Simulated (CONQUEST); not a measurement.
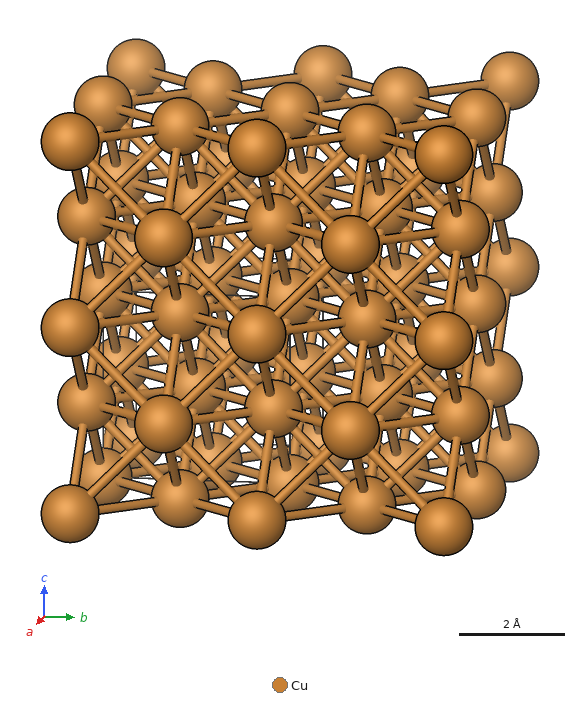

Figure 1. The input geometry (ball-and-stick view of the cell 2 times as large as that of the calculation, set on its symmetry axes, repeated 2 × 2 × 2, seen slightly off an axis). Near neighbours in the crystal (not all of them lie inside the picture): Cu has 12 Cu at 2.56 Å.

**Run report: Cu, single-point calculation**

Cu (Fm-3m, 2 atoms in the cell), computed with Kohn-Sham DFT of a periodic cell, PBE, PseudoDojo NC PBE, no spin polarisation (CONQUEST 1.3).

The structure derives from an entry of the Crystallography Open Database.

**The program's output**
```
Simulation cell dimensions:     4.8305 a0 x     4.8305 a0 x     6.8314 a0

      Atomic coordinates (a0)
         Atom         X         Y         Z  Species
            1    0.0000    0.0000    0.0000        1
            2    2.4153    2.4153    3.4157        1

         Monkhorst-Pack mesh:   8 x   8 x   5 gamma-centred
        This calculation includes non-local pseudopotentials,
         with a maximum core radius of      7.11619042

    Job title: Cu
    Job to be run: static calculation

    Ground state search:
      Support functions represented with PAO basis
      1:1 PAO to SF mapping
      Non-spin-polarised electrons
      Solving for the K matrix using diagonalisation
      Using Fermi-Dirac smearing

    Integration grid size:     32 x   32 x   40

    Integration grid spacing:  0.151 a0 x 0.151 a0 x 0.171 a0

    Number of species:  1
    --------------------------------------------------------
    |   #  mass (au)  Charge (e)  SF Rad (a0)  NSF  Label  |
    --------------------------------------------------------
    |   1     63.550      19.000        7.344   16  Cu     |
    --------------------------------------------------------
          SCF tolerance:                 0.00000100
          SCF iterations:               100

    The functional used will be GGA PBE96

           radial cut-off to be used is taken to be max PAO cut-off radius for this species:    7.116190

           greatest ang. mom. for making density from PAOs:  2
    Minimum blocs/proc is      640. Maximum blocs/proc is      640
    set_atom_dens: In set_atomic_density, electrons :      38.000000000000
 matrix_size & matrix_size_padH =           32          32

    Screened ion int: energy:    -327.651568059398 Ha

    new_SC_potl: Starting.  Tolerance:  0.10000E-05

    PulayMixSC: Starting Pulay mixing, A_up =  0.500 A_dn =  0.500
    PulayMixSC: Spin non-polarised calculation.
          Harris-Foulkes Energy            :      -379.225536976733622 Ha
          GroundState Energy (E-(1/2)TS)   :      -379.225648361390881 Ha
          Free Energy (E-TS)               :      -379.225759746048084 Ha
          DFT Total Energy                 :      -379.061561836149963 Ha
          Total number of electrons        :        38.000000000000362
    PulayMixSC: Pulay iteration     1 residual:              0.62529E-02
          Harris-Foulkes Energy            :      -379.173275071709895 Ha
          GroundState Energy (E-(1/2)TS)   :      -379.173311624185317 Ha
          Free Energy (E-TS)               :      -379.173348176660738 Ha
          DFT Total Energy                 :      -379.157189094885894 Ha
          Total number of electrons        :        38.000006038674115
    PulayMixSC: Pulay iteration     2 residual:              0.20390E-02
          Harris-Foulkes Energy            :      -379.166656205734682 Ha
          GroundState Energy (E-(1/2)TS)   :      -379.166693797673474 Ha
          Free Energy (E-TS)               :      -379.166731389612323 Ha
          DFT Total Energy                 :      -379.166553691903630 Ha
          Total number of electrons        :        38.000008724666500
    PulayMixSC: Pulay iteration     3 residual:              0.24369E-03
          Harris-Foulkes Energy            :      -379.166628960960225 Ha
          GroundState Energy (E-(1/2)TS)   :      -379.166667167558046 Ha
          Free Energy (E-TS)               :      -379.166705374155868 Ha
          DFT Total Energy                 :      -379.166581895800732 Ha
          Total number of electrons        :        38.000013605609837
    PulayMixSC: Pulay iteration     4 residual:              0.10465E-03
          Harris-Foulkes Energy            :      -379.166611186934972 Ha
          GroundState Energy (E-(1/2)TS)   :      -379.166649146581506 Ha
          Free Energy (E-TS)               :      -379.166687106228039 Ha
          DFT Total Energy                 :      -379.166611106999312 Ha
          Total number of electrons        :        38.000012739069625
    PulayMixSC: Pulay iteration     5 residual:              0.43581E-05
          Harris-Foulkes Energy            :      -379.166610813769694 Ha
          GroundState Energy (E-(1/2)TS)   :      -379.166648763028263 Ha
          Free Energy (E-TS)               :      -379.166686712286833 Ha
          DFT Total Energy                 :      -379.166610811120393 Ha
          Total number of electrons        :        38.000014211438263
    PulayMixSC: Pulay iteration     6 residual:              0.80901E-06
    PulayMixSC: Reached SCF tolerance of  0.80901E-06 after      6 iterations
      | Number of electrons      =        38.000014
      |* band energy as 2Tr[K.H] =       -56.593925424613715 Ha
      |  screened ion-ion energy =      -327.651568059398130 Ha
      |  Ha correction           =         3.496860290100622 Ha
      |  XC correction           =         1.582003189760693 Ha
      | GS Energy as E-(1/2)TS   =      -379.166648763028263 Ha
      | Free Energy as E-TS      =      -379.166686712286833 Ha
      |* Harris-Foulkes energy   =      -379.166610813769694 Ha
      |* DFT total energy        =      -379.166610811120393 Ha
      |  estimated accuracy      =        -0.000000002649301 Ha

    force: Forces on atoms (Ha/a0)
    force:  Atom   X              Y              Z
    force:     1  -0.0000000000   0.0000000000  -0.0000000000
    force:     2   0.0000000000   0.0000000000  -0.0000000000

    force: Maximum force :        0.00000000(Ha/a0) on atom         2 in z direction
    force: Force Residual:        0.00000000 Ha/a0
    force: Total stress:         -0.28879458    -0.00000000     0.00000000 GPa
                            -0.00000000    -0.28879458     0.00000000
                             0.00000000     0.00000000     4.43772192
    force: Average pressure:     -1.28671092 GPa

    force: Finished force
    get_E_and_F: Change in energy during last step of electronic optimisation:  0.37317E-06

    BIBLIOGRAPHY: Please consider citing the following references in the conquest.bib file

    CONQUEST:         Bowler2002pt, Miyazaki2004, Nakata2020
    Basis:            Bowler2019
    DM:               Bowler:2006xr
    Pseudopotentials: Hamann2013, Bowler2019
    XC functional:    Perdew1996
```

This output came from the following input.

**Input**
```
IO.Title Cu
IO.Coordinates coords.dat
IO.FractionalAtomicCoords T
IO.Iprint 2
IO.Iprint_init 1
General.NumberOfSpecies 1
General.PseudopotentialType hamann
AtomMove.TypeOfRun static
AtomMove.FullStress T
Grid.GridCutoff 150
DM.SolutionMethod diagon
Diag.MPMesh T
Diag.GammaCentred T
Diag.MPMeshX 8
Diag.MPMeshY 8
Diag.MPMeshZ 5
Diag.kT 0.00183747
minE.SCTolerance 1e-6
SC.MaxIters 100
IO.AtomChargeOutput T
%block ChemicalSpeciesLabel
1 63.550 Cu
%endblock
```

Launched with:
```bash
Conquest
```

**Key numbers**

```csv
quantity,value
outcome,converged
space group (tolerance 0.01 Å),Fm-3m (225)
electrons treated,38
free energy,−10317.6512 eV
Fermi energy,−4.182 eV
gap on the k-point mesh,none (metallic)
pressure,−1.29 GPa
largest force (length of the vector),under 0.001 eV/Å
hardware,"1 thread of Intel Xeon (Sapphire Rapids), 16 GiB of memory available, shared host"
wall time,42 s
peak memory,0.54 GiB
```

Points of doubt noted for this run: small atomic basis.
